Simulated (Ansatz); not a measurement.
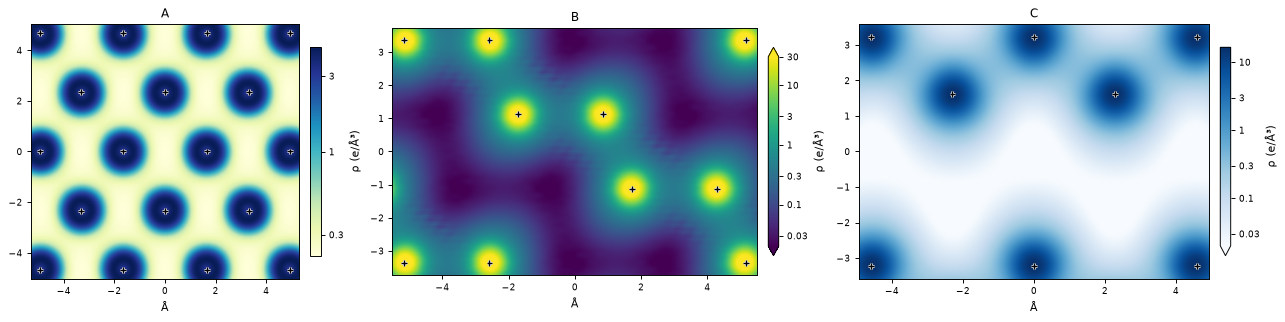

The valence pseudo-density of 3 systems, each on a plane through atoms (crosses mark nuclei in the plane).

The calculation used DFT PBEsol, scalar-relativistic, plane waves, PAW (Ansatz 0.2.0).

System 1: Ge, the (110) plane of the conventional cell. Space group R-3m; not relaxed (largest force 0.6 eV/Å).

System 2: Sn, the (010) plane of the conventional cell. Space group I4₁/amd; changed on purpose from its base cell (strain -0.0050 x Voigt [0, 1, 0, 0, 0, 0], atoms carried along).

```
Sn
1.0
     3.24560    0.00000    3.24560
    -3.24560    0.00000    3.24560
     0.00000   -6.45874    0.00000
Sn
4
Direct
  0.00000 0.00000 0.50000
  0.50000 0.50000 0.00000
  0.00000 0.50000 0.75000
  0.50000 0.00000 0.25000
```

System 3: Ta, the (110) plane of the conventional cell. Space group Im-3m; computed pressure about −4 GPa in this cell; computed without spin polarisation.

Question: Which map belongs to which system?

Answer: Panel A is system 3, Ta: the plane holds Ta. Ta–Ta (2.86 Å): ρ is about 0.31 e/Å³ halfway. Panel B is system 1, Ge: the plane holds Ge. Ge–Ge (2.41 Å): the density is about 0.54 e/Å³ at the midpoint. Panel C is system 2, Sn: the plane holds Sn. Sn–Sn (2.81 Å): ρ at the midpoint is about 0.37 e/Å³.
